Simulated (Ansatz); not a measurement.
# What a change does: single-point calculation on GeSi$_{7}$

System: GeSi$_{7}$ (P-42m, 8 atoms in the cell).
Method of run 1: DFT r2SCAN, scalar-relativistic, plane waves, PAW, no spin polarisation (Ansatz 0.2.0).

The structure derives from a Materials Project entry. Text and figures count atoms from 1; the logs count them from 0 in places.

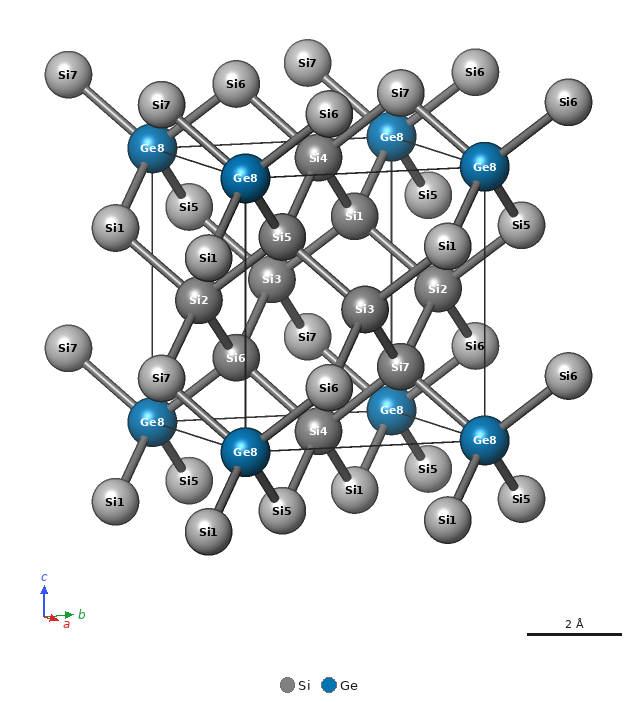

Figure 1. The structure as given in the input (ball-and-stick view of the cell of the calculation, set on other vectors, seen slightly off an axis; neighbours outside the cell are drawn fainter; atoms are numbered from 1 in the order of the input). Near neighbours in the crystal (not all of them lie inside the picture): Si has 1 Ge at 2.45 Å and 3 Si at 2.42 Å; Si has 4 Si at 2.42 Å; Ge has 4 Si at 2.45 Å.

Input file, run 1:
```yaml
crystal:
  lattice:
    - [5.4679684317, 0.0, 0.0]
    - [0.0, 5.8780660641, 0.0]
    - [0.0, 0.0, 5.4679684317]
  atoms:
    - { symbol: Si, position: [0.2524307582, 0.2524307582, 0.2524307582] }
    - { symbol: Si, position: [0.0, 0.5, 0.5] }
    - { symbol: Si, position: [0.5, 0.5, 0.0] }
    - { symbol: Si, position: [0.5, 0.0, 0.5] }
    - { symbol: Si, position: [0.7475692418, 0.2524307582, 0.7475692418] }
    - { symbol: Si, position: [0.7475692418, 0.7475692418, 0.2524307582] }
    - { symbol: Si, position: [0.2524307582, 0.7475692418, 0.7475692418] }
    - { symbol: Ge, position: [0.0, 0.0, 0.0] }
basis:
  ecutwfc: 500
kpoints:
  mp_grid: { grid: [6, 6, 6] }
hamiltonian:
  xc: r2scan
scf:
  occupations: { method: gaussian, width: 0.05 }
output:
  forces: true
  stress: true
  eigenvalues: true
```

Command:
```bash
ansatz run input.yaml --threads 2 --pin off --max-ram 5120MiB --backend cpu --events-out ev --progress --plain --runs-dir out
```

Hardware: 2 threads of Oxide Virtual Turin-like (Zen 5), 32 GiB of memory available, shared host.

Output, shortened to warnings, some set-up lines, iterations and results (run 1):
```
Basis set: ecut = 500 eV, 4461 PW (Γ), exchange–correlation on 160×180×160 points (64 copies of the dense FFT grid, shifted against one another)
Symmetry: 8 space group operations
k-points: 40 of 216 (time reversal used)
Initial density: superposition of atomic densities (neutral atoms: chi_scale 0, normalization atom), corrected by the library's trained network
[...]
SCF iter   1: F=—  HF=-8775.864278 eV  |F-HF|=—  |Δ(HF+E_count)|=         —  Δρ=3.96e-3  dr2=3.33e-2  dr2_τ=3.35e-2  ethr=1.77e-3  ⟨swp⟩=8.0  Hψ=6135  notcnv=0  defer=4
SCF iter   2: F=—  HF=-8775.900768 eV  |F-HF|=—  |Δ(HF+E_count)|=   3.65e-2  Δρ=2.06e-3  dr2=7.84e-3  dr2_τ=3.76e-5  ethr=7.94e-5  ⟨swp⟩=2.2  Hψ=2521  notcnv=0  defer=126
SCF iter   3: F=—  HF=-8775.899166 eV  |F-HF|=—  |Δ(HF+E_count)|=   1.60e-3  Δρ=1.02e-3  dr2=1.68e-3  dr2_τ=1.38e-5  ethr=1.87e-5  ⟨swp⟩=2.0  Hψ=1234  notcnv=0  defer=86
SCF iter   4: F=—  HF=-8775.898681 eV  |F-HF|=—  |Δ(HF+E_count)|=   4.86e-4  Δρ=1.33e-4  dr2=3.20e-5  dr2_τ=4.44e-7  ethr=3.99e-6  ⟨swp⟩=3.0  Hψ=1874  notcnv=0  defer=86
SCF iter   5: F=—  HF=-8775.898669 eV  |F-HF|=—  |Δ(HF+E_count)|=   1.15e-5  Δρ=3.21e-5  dr2=2.27e-6  dr2_τ=1.62e-8  ethr=7.61e-8  ⟨swp⟩=2.0  Hψ=1873  notcnv=0  defer=86
SCF iter   6: F=-8775.898670 eV  HF=-8775.898670 eV  |F-HF|=9.80e-9  |Δ(HF+E_count)|=   3.23e-7  Δρ=5.91e-6  dr2=8.13e-8  dr2_τ=7.33e-10  ethr=2.38e-10  ⟨swp⟩=8.7  Hψ=5824  …
SCF 1 converged in 6 iterations: F = -8775.898670 eV  dr2 = 8.13e-8
SCF converged after 6 iterations
Free energy (F): -8775.898670 eV
Harris-Foulkes:  -8775.898670 eV  (|F-HF|=9.80e-9)
Internal energy: -8775.898670 eV  (E = F + TS)
E sigma→0 (E₀):  -8775.898670 eV
Fermi energy:    6.066942 eV
--- Per-component energies (eV) ---
  E_band       = -173.562391
  E_kinetic    = 384.473279
  E_local      = -3271.909397  (includes V_loc(G=0)·N_el)
  E_nonlocal   = 591.682358
  E_hartree    = 1428.870722
  E_xc         = -425.243498
  E_vxc        = -410.158662  (∫ρ·V_xc dr)
  E_paw        = -5669.842857  (= ΣΔE_a)
  E_vpaw       = -342.652558  (= ΣTr[D̂ρ^β])
  E_aug_tail   = 0.000041  (compensation charges beyond the density's cutoff)
  E_vtau       = 17.269762  (kinetic-family band-sum trace: ∫τ·v_τ [+ j·A + Jᵃ·Aᵃ] dr)
  E_ewald      = -1812.308522
  E_core_change = -1.620797  (= ΣΔE_core)
  E_smearing   = -0.000000  (= −TS)
  E_closure    = -0.000000  (closes the sum)
  Σ components = -8775.898670   (vs F -8775.898670, Δ=0.00e0)
--- Forces (eV/Å), atoms counted from 1 ---
  atom   1  Si     0.01491215     0.00032301     0.01491215
  atom   2  Si    -0.00000000     0.00000000     0.00000000
  atom   3  Si    -0.00000000     0.00000000     0.00000000
  atom   4  Si    -0.00000000     0.00000000     0.00000000
  atom   5  Si    -0.01491215     0.00032301    -0.01491215
  atom   6  Si    -0.01491215    -0.00032301     0.01491215
  atom   7  Si     0.01491215    -0.00032301    -0.01491215
  atom   8  Ge    -0.00000000     0.00000000     0.00000000
  max |Σ_I F_I| component: 5.55e-17 eV/Å
--- Stress (GPa, compression-positive) ---
       -3.168768       0.000000       0.000000
        0.000000     -11.225332      -0.000000
        0.000000      -0.000000      -3.168768
  P = ⅓ Tr σ = -5.8543 GPa (-58.543 kbar)
```

Run 2 used a changed input.

The two runs side by side:

| quantity | run 1 | run 2 |
| --- | --- | --- |
| outcome | converged | converged |
| free energy per atom (eV) | −1096.9873 | −1096.9681 |
| gap on the mesh (eV) | 0.43 | 0.40 |
| pressure (GPa) | −5.85 | −6.62 |
| volume per atom (Å³) | 21.97 | 22.22 |
| largest force (eV/Å) | 0.021 | 0.024 |
| SCF iterations | 6 | 6 |
| irreducible k-points | 40 | 40 |
| plane waves at Γ | 4461 | 4493 |
| wall time (shared host) | 10 s | 14 s |

Which change of the input explains these differences?

The change (lines with − go, lines with + come):
```diff
-    - [0.0, 5.8780660641, 0.0]
+    - [0.0, 5.9464156695, 0.0]
```

With the same functional and potentials, run 2 lies 19.2 meV per atom higher. The gap on the mesh goes from 0.43 to 0.40 eV. The pressure goes from −5.85 to −6.62 GPa. The volume per atom goes from 21.97 to 22.22 Å³. The number of SCF iterations is the same. The plane waves at Γ go from 4461 to 4493. On the same kind of shared host run 2 took about 1.4 times as long.

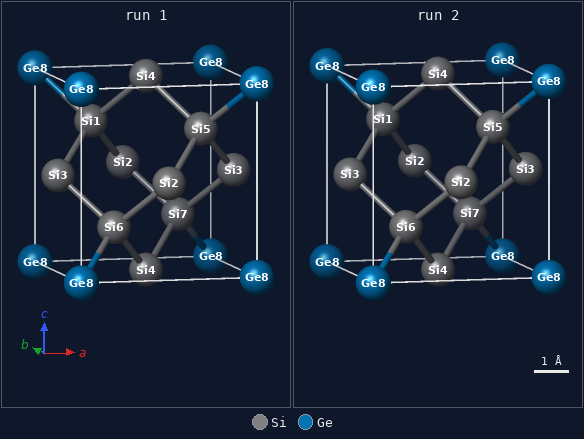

Figure 2. The two input geometries at one scale (ball-and-stick view of the cell of the calculation, set on other vectors, seen slightly off an axis). No atom moves by more than 0.005 Å relative to the cell. Cell: a = b stay at 5.468 Å, c 5.878 → 5.946 Å (+1.2 %). Volume +1.2 %. Among the contacts that change: Si1–Ge8 2.452 → 2.462 Å, Si1–Si2 2.420 → 2.430 Å.

Output, shortened to warnings, some set-up lines, iterations and results (run 2):
```
Basis set: ecut = 500 eV, 4493 PW (Γ), exchange–correlation on 160×180×160 points (64 copies of the dense FFT grid, shifted against one another)
Symmetry: 8 space group operations
k-points: 40 of 216 (time reversal used)
Initial density: superposition of atomic densities (neutral atoms: chi_scale 0, normalization atom), corrected by the library's trained network
[...]
SCF iter   1: F=—  HF=-8775.712971 eV  |F-HF|=—  |Δ(HF+E_count)|=         —  Δρ=3.98e-3  dr2=3.43e-2  dr2_τ=3.20e-2  ethr=1.77e-3  ⟨swp⟩=7.9  Hψ=6113  notcnv=0  defer=1
SCF iter   2: F=—  HF=-8775.746930 eV  |F-HF|=—  |Δ(HF+E_count)|=   3.40e-2  Δρ=2.07e-3  dr2=8.04e-3  dr2_τ=3.79e-5  ethr=8.16e-5  ⟨swp⟩=2.2  Hψ=2524  notcnv=0  defer=123
SCF iter   3: F=—  HF=-8775.745302 eV  |F-HF|=—  |Δ(HF+E_count)|=   1.63e-3  Δρ=1.02e-3  dr2=1.69e-3  dr2_τ=1.38e-5  ethr=1.92e-5  ⟨swp⟩=2.0  Hψ=1237  notcnv=0  defer=83
SCF iter   4: F=—  HF=-8775.744809 eV  |F-HF|=—  |Δ(HF+E_count)|=   4.93e-4  Δρ=1.33e-4  dr2=3.33e-5  dr2_τ=4.49e-7  ethr=4.02e-6  ⟨swp⟩=3.0  Hψ=1877  notcnv=0  defer=83
SCF iter   5: F=—  HF=-8775.744801 eV  |F-HF|=—  |Δ(HF+E_count)|=   8.29e-6  Δρ=3.20e-5  dr2=2.29e-6  dr2_τ=1.64e-8  ethr=7.94e-8  ⟨swp⟩=2.0  Hψ=1877  notcnv=0  defer=83
SCF iter   6: F=-8775.744801 eV  HF=-8775.744801 eV  |F-HF|=8.27e-9  |Δ(HF+E_count)|=   3.73e-7  Δρ=6.00e-6  dr2=8.51e-8  dr2_τ=7.88e-10  ethr=2.38e-10  ⟨swp⟩=8.8  Hψ=5890  …
SCF 1 converged in 6 iterations: F = -8775.744801 eV  dr2 = 8.51e-8
SCF converged after 6 iterations
Free energy (F): -8775.744801 eV
Harris-Foulkes:  -8775.744801 eV  (|F-HF|=8.27e-9)
Internal energy: -8775.744801 eV  (E = F + TS)
E sigma→0 (E₀):  -8775.744801 eV
Fermi energy:    5.966831 eV
--- Per-component energies (eV) ---
  E_band       = -177.275231
  E_kinetic    = 382.997840
  E_local      = -3280.148116  (includes V_loc(G=0)·N_el)
  E_nonlocal   = 591.155120
  E_hartree    = 1431.541728
  E_xc         = -424.521997
  E_vxc        = -409.182444  (∫ρ·V_xc dr)
  E_paw        = -5669.638472  (= ΣΔE_a)
  E_vpaw       = -342.419494  (= ΣTr[D̂ρ^β])
  E_aug_tail   = 0.000045  (compensation charges beyond the density's cutoff)
  E_vtau       = 17.246945  (kinetic-family band-sum trace: ∫τ·v_τ [+ j·A + Jᵃ·Aᵃ] dr)
  E_ewald      = -1805.510153
  E_core_change = -1.620797  (= ΣΔE_core)
  E_smearing   = -0.000000  (= −TS)
  E_closure    = 0.000000  (closes the sum)
  Σ components = -8775.744801   (vs F -8775.744801, Δ=0.00e0)
--- Forces (eV/Å), atoms counted from 1 ---
  atom   1  Si     0.01704488     0.00228040     0.01704488
  atom   2  Si    -0.00000000     0.00000000     0.00000000
  atom   3  Si    -0.00000000     0.00000000     0.00000000
  atom   4  Si    -0.00000000     0.00000000     0.00000000
  atom   5  Si    -0.01704488     0.00228040    -0.01704488
  atom   6  Si    -0.01704488    -0.00228040     0.01704488
  atom   7  Si     0.01704488    -0.00228040    -0.01704488
  atom   8  Ge    -0.00000000     0.00000000     0.00000000
  max |Σ_I F_I| component: 2.78e-17 eV/Å
--- Stress (GPa, compression-positive) ---
       -3.489397       0.000000       0.000000
        0.000000     -12.891892      -0.000000
        0.000000      -0.000000      -3.489397
  P = ⅓ Tr σ = -6.6236 GPa (-66.236 kbar)
```
